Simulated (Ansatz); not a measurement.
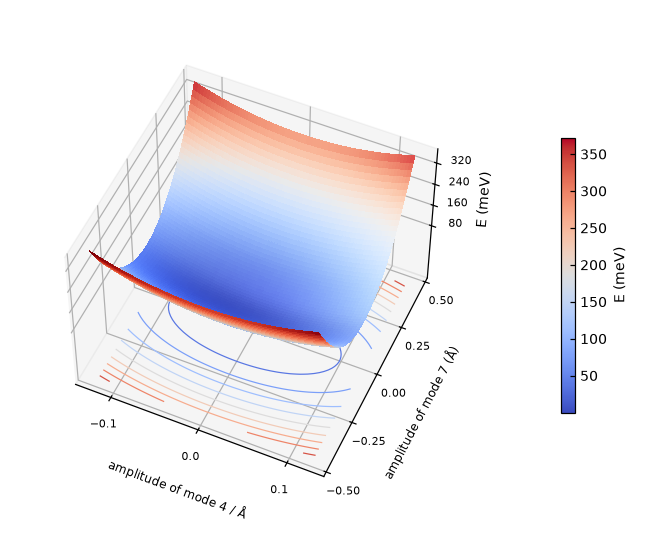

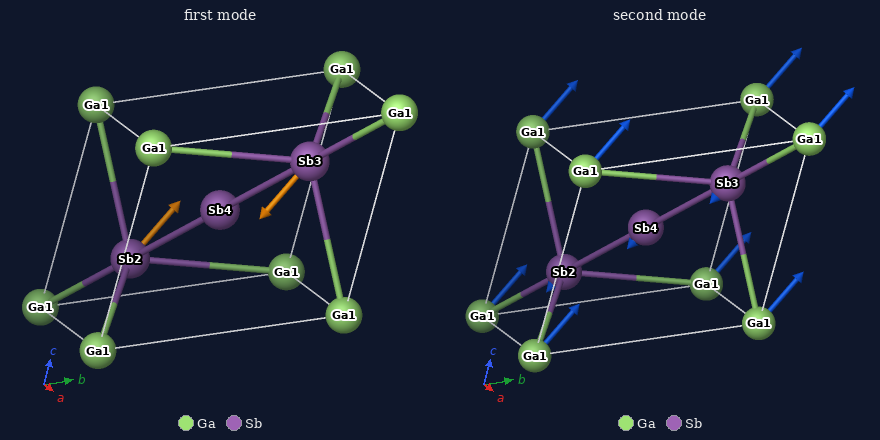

Energy landscape of GaSb₃ (Fm-3m, No. 225; 4 atoms in the cell). The energy is mapped over two normal modes frozen in (zone-centre modes of the 4-atom cell of this scan). Coordinates scanned: (1) amplitude of mode 4 (94 cm⁻¹), largest displacement; (2) amplitude of mode 7 (97 cm⁻¹), largest displacement. Nothing is relaxed (the cell and all other modes fixed). Grid: 7 × 7 points; 16 points were computed and 33 follow by symmetry. Points are written as (first, second). All energies are given in meV per cell relative to the lowest grid point. All numbers below come from DFT PBEsol+D3(BJ), scalar-relativistic, plane waves, PAW in Ansatz. Settings: cutoff 420 eV, k-mesh 10×10×10, gaussian smearing 0.15 eV, no spin polarisation.

The picture shows a relief with its contours projected below. Between grid points the surface is interpolated. The second picture is the structure at the lowest point

Q: Describe this landscape.

A: The lowest grid point is at (0.000 Å, 0.000 Å). No other kind of well shows on this grid. The highest grid point, (−0.123 Å, −0.456 Å), lies 372 meV above the lowest.

The input of one point:

```yaml
crystal:
  lattice:
    - [0.0, 3.5857729617, 3.5857729617]
    - [3.5857729617, 0.0, 3.5857729617]
    - [3.5857729617, 3.5857729617, 0.0]
  atoms:
    - { symbol: Ga, position: [0.0, 0.0, 0.0] }
    - { symbol: Sb, position: [0.25, 0.25, 0.25] }
    - { symbol: Sb, position: [0.75, 0.75, 0.75] }
    - { symbol: Sb, position: [0.5, 0.5, 0.5] }
basis:
  ecutwfc: 420
kpoints:
  mp_grid: { grid: [10, 10, 10] }
hamiltonian:
  xc: pbesol
  pseudopotentials: { kind: paw, azcp: { folder: soft_1 } }
  dispersion: d3bj
scf:
  occupations: { method: gaussian, width: 0.15 }
output:
  forces: true
  stress: true
  eigenvalues: true
```

Each point was launched as `ansatz run input.yaml --threads 2 --pin off --max-ram 4096MiB --backend cpu --events-out ev --progress --plain --runs-dir out`. Time for the 16 points that were run: 11 min on 2 threads of Arm Neoverse N1, on a shared host.
